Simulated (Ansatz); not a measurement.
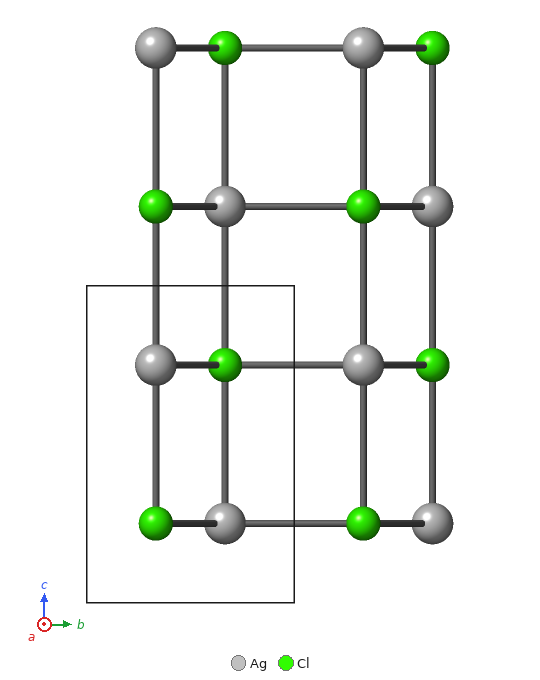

The picture looks along a close-packed row of the hexagonal mesh; c points upwards. Every atom sits on one of the three columns of the mesh; call them A, B, C in the order in which they first turn up. The sequence starts with the first layer at or above the cell's origin.

The compound is AgCl, taken as the end point of a relaxation with DFT, PBE, plane waves, PAW in Ansatz; the starting structure was generated, so it need not be a known form of this composition.

Question: Give the sequence of layers in one repeat, with element and column.

Answer: Ag(A)+Cl(B) – Cl(A)+Ag(B) (two layers in 5.98 Å).
